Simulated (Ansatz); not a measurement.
# Two runs on AlCu$_{3}$

System: AlCu$_{3}$ (4 atoms in the cell).
Method of run A: DFT r2SCAN, scalar-relativistic, plane waves, PAW, no spin polarisation (Ansatz 0.2.0).

The structure derives from a Materials Project entry. Text and figures count atoms from 1; the logs count them from 0 in places.

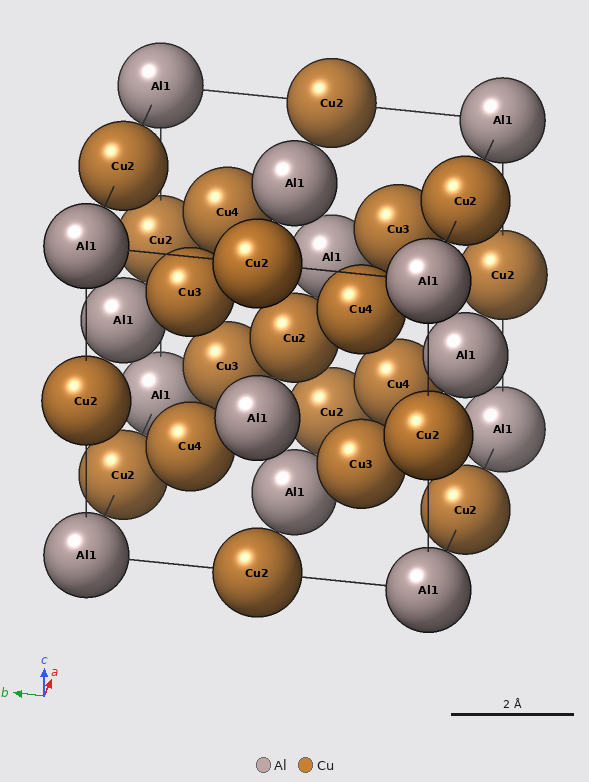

**Figure 1.** The structure (spheres-only view of the cell 4 times as large as that of the calculation, set on its symmetry axes, seen at an oblique angle; atoms are numbered from 1 in the order of the input).

The input, run A:
```yaml
crystal:
  lattice:
    - [0.0, 2.8906715247, 2.8906715247]
    - [2.8906715247, 0.0, 2.8906715247]
    - [2.8906715247, 2.8906715247, 0.0]
  atoms:
    - { symbol: Al, position: [0.0, 0.0, 0.0] }
    - { symbol: Cu, position: [0.5, 0.5, 0.5] }
    - { symbol: Cu, position: [0.25, 0.25, 0.25] }
    - { symbol: Cu, position: [0.75, 0.75, 0.75] }
basis:
  ecutwfc: 500
kpoints:
  mp_grid: { grid: [14, 14, 14] }
hamiltonian:
  xc: r2scan
scf:
  occupations: { method: gaussian, width: 0.15 }
output:
  forces: true
  stress: true
  eigenvalues: true
```

Hardware: 1 thread of an x86-64 CPU, shared host.

Output, shortened to warnings, some set-up lines, iterations and results (run A):
```
Basis set: ecut = 500 eV, 1243 PW (Γ), exchange–correlation on 120×120×120 points (64 copies of the dense FFT grid, shifted against one another)
Symmetry: 48 space group operations
k-points: 104 of 2744
Initial density: superposition of atomic densities (neutral atoms: chi_scale 0, normalization atom), corrected by the library's trained network
[...]
SCF iter   1: F=—  HF=-20434.923780 eV  |F-HF|=—  |Δ(HF+E_count)|=         —  Δρ=3.78e-2  dr2=4.20e-1  dr2_τ=7.55e-3  ethr=1.77e-3  ⟨swp⟩=5.0  Hψ=12713  notcnv=0  defer=3
SCF iter   2: F=—  HF=-20434.897584 eV  |F-HF|=—  |Δ(HF+E_count)|=   2.62e-2  Δρ=1.42e-2  dr2=4.01e-2  dr2_τ=3.56e-3  ethr=6.99e-4  ⟨swp⟩=2.0  Hψ=6775  notcnv=0  defer=135
SCF iter   3: F=—  HF=-20434.865744 eV  |F-HF|=—  |Δ(HF+E_count)|=   3.18e-2  Δρ=8.00e-3  dr2=2.66e-2  dr2_τ=1.13e-4  ethr=6.68e-5  ⟨swp⟩=2.0  Hψ=7046  notcnv=0  defer=135
SCF iter   4: F=—  HF=-20434.859355 eV  |F-HF|=—  |Δ(HF+E_count)|=   6.39e-3  Δρ=3.04e-3  dr2=3.37e-3  dr2_τ=3.18e-5  ethr=4.43e-5  ⟨swp⟩=1.4  Hψ=4724  notcnv=0  defer=135
SCF iter   5: F=—  HF=-20434.858798 eV  |F-HF|=—  |Δ(HF+E_count)|=   5.58e-4  Δρ=1.50e-3  dr2=6.92e-4  dr2_τ=9.35e-6  ethr=5.62e-6  ⟨swp⟩=2.0  Hψ=5248  notcnv=0  defer=135
SCF iter   6: F=—  HF=-20434.859156 eV  |F-HF|=—  |Δ(HF+E_count)|=   3.58e-4  Δρ=7.40e-4  dr2=2.48e-4  dr2_τ=2.35e-6  ethr=1.15e-6  ⟨swp⟩=2.1  Hψ=4938  notcnv=0  defer=135
SCF iter   7: F=—  HF=-20434.859218 eV  |F-HF|=—  |Δ(HF+E_count)|=   6.24e-5  Δρ=2.38e-4  dr2=3.49e-5  dr2_τ=2.28e-7  ethr=4.13e-7  ⟨swp⟩=2.0  Hψ=5468  notcnv=0  defer=135
SCF iter   8: F=—  HF=-20434.859208 eV  |F-HF|=—  |Δ(HF+E_count)|=   1.02e-5  Δρ=5.82e-5  dr2=1.64e-6  dr2_τ=9.84e-9  ethr=5.81e-8  ⟨swp⟩=2.0  Hψ=5482  notcnv=0  defer=135
SCF iter   9: F=-20434.859208 eV  HF=-20434.859208 eV  |F-HF|=5.63e-8  |Δ(HF+E_count)|=   3.95e-7  Δρ=1.63e-5  dr2=8.30e-8  dr2_τ=3.36e-10  ethr=1.67e-10  ⟨swp⟩=6.7  Hψ=16551 …
SCF 1 converged in 9 iterations: F = -20434.859208 eV  dr2 = 8.30e-8
SCF converged after 9 iterations
Free energy (F): -20434.859208 eV
Harris-Foulkes:  -20434.859208 eV  (|F-HF|=5.63e-8)
Internal energy: -20434.846131 eV  (E = F + TS)
E sigma→0 (E₀):  -20434.852670 eV
Entropy (-TS):   -0.013077 eV (-3.269 meV/atom)
Fermi energy:    15.240586 eV
--- Per-component energies (eV) ---
  E_band       = -1236.411233
  E_kinetic    = 924.235624
  E_local      = -13931.164398  (includes V_loc(G=0)·N_el)
  E_nonlocal   = 1192.366386
  E_hartree    = 6215.034771
  E_xc         = -290.004377
  E_vxc        = -408.694490  (∫ρ·V_xc dr)
  E_paw        = -5504.915380  (= ΣΔE_a)
  E_vpaw       = -1472.032741  (= ΣTr[D̂ρ^β])
  E_aug_tail   = 0.000431  (compensation charges beyond the density's cutoff)
  E_vtau       = 28.814972  (kinetic-family band-sum trace: ∫τ·v_τ [+ j·A + Jᵃ·Aᵃ] dr)
  E_ewald      = -9039.435757
  E_core_change = -0.963432  (= ΣΔE_core)
  E_smearing   = -0.013077  (= −TS)
  E_closure    = -0.000000  (closes the sum)
  Σ components = -20434.859208   (vs F -20434.859208, Δ=0.00e0)
--- Forces (eV/Å), atoms counted from 1 ---
  atom   1  Al    -0.00000000     0.00000000     0.00000000
  atom   2  Cu     0.00000000    -0.00000000    -0.00000000
  atom   3  Cu     0.00000000    -0.00000000    -0.00000000
  atom   4  Cu     0.00000000    -0.00000000     0.00000000
  max |Σ_I F_I| component: 2.31e-17 eV/Å
--- Stress (GPa, compression-positive) ---
        0.045141      -0.000000      -0.000000
       -0.000000       0.045141      -0.000000
        0.000000       0.000000       0.045141
  P = ⅓ Tr σ = 0.0451 GPa (0.451 kbar)
```

The input of run B differs as follows (lines with − go, lines with + come):
```diff
-  mp_grid: { grid: [14, 14, 14] }
+  mp_grid: { grid: [16, 16, 16] }
```

How does run B compare with run A?

The free energy of run B is 0.46 meV per atom lower, which measures how much it depends on this numerical setting. The number of SCF iterations is the same. The irreducible k-points go from 104 to 145.

Output, shortened to warnings, some set-up lines, iterations and results (run B):
```
Basis set: ecut = 500 eV, 1243 PW (Γ), exchange–correlation on 120×120×120 points (64 copies of the dense FFT grid, shifted against one another)
Symmetry: 48 space group operations
k-points: 145 of 4096
Initial density: superposition of atomic densities (neutral atoms: chi_scale 0, normalization atom), corrected by the library's trained network
[...]
SCF iter   1: F=—  HF=-20434.925345 eV  |F-HF|=—  |Δ(HF+E_count)|=         —  Δρ=3.78e-2  dr2=4.18e-1  dr2_τ=7.54e-3  ethr=1.77e-3  ⟨swp⟩=5.1  Hψ=17759  notcnv=0  defer=3
SCF iter   2: F=—  HF=-20434.899231 eV  |F-HF|=—  |Δ(HF+E_count)|=   2.61e-2  Δρ=1.42e-2  dr2=3.96e-2  dr2_τ=3.55e-3  ethr=6.97e-4  ⟨swp⟩=2.0  Hψ=9441  notcnv=0  defer=192
SCF iter   3: F=—  HF=-20434.867563 eV  |F-HF|=—  |Δ(HF+E_count)|=   3.17e-2  Δρ=7.99e-3  dr2=2.65e-2  dr2_τ=1.13e-4  ethr=6.59e-5  ⟨swp⟩=2.0  Hψ=9830  notcnv=0  defer=192
SCF iter   4: F=—  HF=-20434.861167 eV  |F-HF|=—  |Δ(HF+E_count)|=   6.40e-3  Δρ=2.96e-3  dr2=3.23e-3  dr2_τ=3.12e-5  ethr=4.41e-5  ⟨swp⟩=1.5  Hψ=6620  notcnv=0  defer=190
SCF iter   5: F=—  HF=-20434.860663 eV  |F-HF|=—  |Δ(HF+E_count)|=   5.04e-4  Δρ=1.53e-3  dr2=7.14e-4  dr2_τ=9.35e-6  ethr=5.38e-6  ⟨swp⟩=2.0  Hψ=7363  notcnv=0  defer=190
SCF iter   6: F=—  HF=-20434.861003 eV  |F-HF|=—  |Δ(HF+E_count)|=   3.40e-4  Δρ=7.54e-4  dr2=2.52e-4  dr2_τ=2.42e-6  ethr=1.19e-6  ⟨swp⟩=2.2  Hψ=6753  notcnv=0  defer=190
SCF iter   7: F=—  HF=-20434.861063 eV  |F-HF|=—  |Δ(HF+E_count)|=   5.96e-5  Δρ=2.42e-4  dr2=3.51e-5  dr2_τ=2.37e-7  ethr=4.21e-7  ⟨swp⟩=2.0  Hψ=7621  notcnv=0  defer=190
SCF iter   8: F=—  HF=-20434.861048 eV  |F-HF|=—  |Δ(HF+E_count)|=   1.50e-5  Δρ=5.88e-5  dr2=1.64e-6  dr2_τ=1.01e-8  ethr=5.84e-8  ⟨swp⟩=2.0  Hψ=7656  notcnv=0  defer=190
SCF iter   9: F=-20434.861047 eV  HF=-20434.861047 eV  |F-HF|=5.09e-8  |Δ(HF+E_count)|=   3.95e-7  Δρ=1.57e-5  dr2=7.64e-8  dr2_τ=3.13e-10  ethr=1.67e-10  ⟨swp⟩=6.7  Hψ=23027 …
SCF 1 converged in 9 iterations: F = -20434.861047 eV  dr2 = 7.64e-8
SCF converged after 9 iterations
Free energy (F): -20434.861047 eV
Harris-Foulkes:  -20434.861047 eV  (|F-HF|=5.09e-8)
Internal energy: -20434.849545 eV  (E = F + TS)
E sigma→0 (E₀):  -20434.855296 eV
Entropy (-TS):   -0.011502 eV (-2.876 meV/atom)
Fermi energy:    15.219742 eV
--- Per-component energies (eV) ---
  E_band       = -1236.438142
  E_kinetic    = 924.228697
  E_local      = -13931.143323  (includes V_loc(G=0)·N_el)
  E_nonlocal   = 1192.372984
  E_hartree    = 6215.016314
  E_xc         = -290.003186
  E_vxc        = -408.691218  (∫ρ·V_xc dr)
  E_paw        = -5504.922273  (= ΣΔE_a)
  E_vpaw       = -1472.046125  (= ΣTr[D̂ρ^β])
  E_aug_tail   = 0.000431  (compensation charges beyond the density's cutoff)
  E_vtau       = 28.813789  (kinetic-family band-sum trace: ∫τ·v_τ [+ j·A + Jᵃ·Aᵃ] dr)
  E_ewald      = -9039.435757
  E_core_change = -0.963432  (= ΣΔE_core)
  E_smearing   = -0.011502  (= −TS)
  E_closure    = -0.000000  (closes the sum)
  Σ components = -20434.861047   (vs F -20434.861047, Δ=0.00e0)
--- Forces (eV/Å), atoms counted from 1 ---
  atom   1  Al    -0.00000000     0.00000000     0.00000000
  atom   2  Cu     0.00000000     0.00000000     0.00000000
  atom   3  Cu    -0.00000000    -0.00000000     0.00000000
  atom   4  Cu    -0.00000000     0.00000000     0.00000000
  max |Σ_I F_I| component: 2.31e-17 eV/Å
--- Stress (GPa, compression-positive) ---
        0.024833       0.000000      -0.000000
       -0.000000       0.024833      -0.000000
       -0.000000       0.000000       0.024833
  P = ⅓ Tr σ = 0.0248 GPa (0.248 kbar)
```

The two runs side by side:

| quantity | run A | run B |
| --- | --- | --- |
| outcome | converged | converged |
| free energy per atom (eV) | −5108.7148 | −5108.7153 |
| energy per atom, smearing taken to zero (eV) | −5108.7132 | −5108.7138 |
| gap on the mesh (eV) | 0.00 | 0.00 |
| pressure (GPa) | 0.05 | 0.02 |
| largest force (eV/Å) | 0.000 | 0.000 |
| SCF iterations | 9 | 9 |
| irreducible k-points | 104 | 145 |
| plane waves at Γ | 1243 | 1243 |
| wall time (shared host) | 20 s | 18 s |
